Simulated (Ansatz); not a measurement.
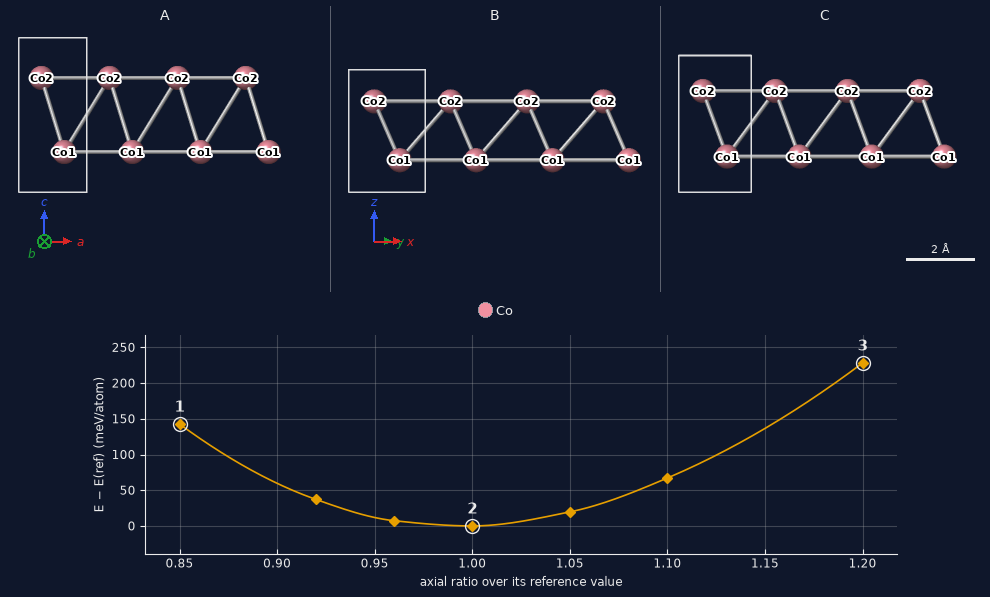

A scan of solid Co (P-3m1): the ratio of the cell's length along z to its lengths across, counted as 1 for the reference, is changed at fixed volume (a c/a path), with the atoms kept at their fractional coordinates. x, y and z are the Cartesian axes of the input. The frames are shuffled; the numbered points of the plot belong to them. A ball-and-stick model of the cell of the calculation, repeated 4 × 3 × 1 with one cell outlined, seen along the b axis.

These are results of Ansatz 0.2.0, DFT PBEsol, scalar-relativistic, plane waves, PAW, not measurements. Set-up: plane-wave cutoff 420 eV; k-point mesh 24 × 24 × 14; occupations gaussian; smearing width 0.15 eV; collinear spin. Energies (free energies at the smearing named) are counted from the cell as listed in its source, which wasn't relaxed.

Question: Match the frames to the points.

Answer: Point 1 is frame B (the relative ratio 0.85, 142.7 meV/atom); 2 is frame C (the relative ratio 1.00, 0.0 meV/atom); 3 is frame A (the relative ratio 1.20, 228.2 meV/atom). Of the computed points the lowest is at the relative ratio 1.00, 0.0 meV/atom. The unrelaxed reference is under a pressure of −9.5 GPa. The distortion keeps the space group P-3m1. At the relative ratio 1.20 the cell of the drawing goes a 2.487 → 2.341 Å, b 2.487 → 2.341 Å, c 4.063 → 4.588 Å.
